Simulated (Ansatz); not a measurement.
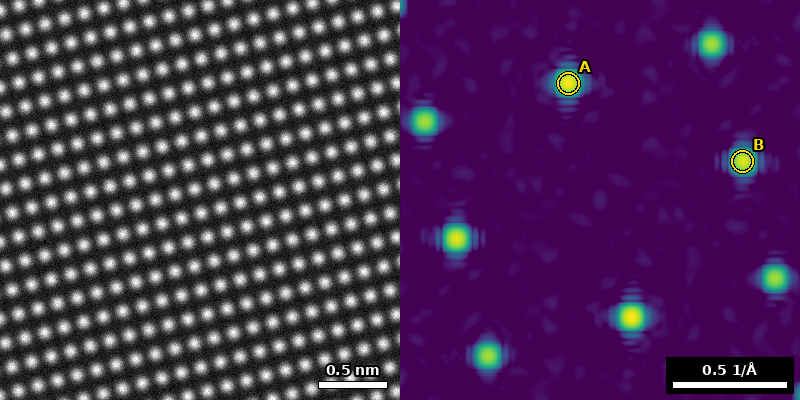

Dark-field STEM-like image of Ti (Pm-3m, No. 221) along [211]. The image is simulated as a sum over atoms of Z^1.6, blurred by a 0.68 Å probe (no channelling). The probe carries 15 % of its weight in a tail 2.5 times as wide. The display is stretched by a gamma of 0.65; percentages refer to the linear signal. Shot noise was added. Structure: the geometry relaxed with Ansatz, DFT, r2SCAN, plane waves (500 eV) with PAW, scalar-relativistic; the starting structure was generated, so it need not be a known form of this composition.

The right panel is the modulus of the image's Fourier transform on a logarithmic scale.

a = 2.631 Å, b = 2.631 Å, c = 2.631 Å, α = 90.00°, β = 90.00°, γ = 90.00°

> Index the marked spots and give their plane spacings (the zone axis points at the viewer; indices equivalent by symmetry, or all signs reversed, are as good).

A: (0 -1 1), d = 1.86 Å; B: (-1 1 1), d = 1.52 Å. A and B enclose 90°, and every spot obeys the zone law hu + kv + lw = 0 for [211].
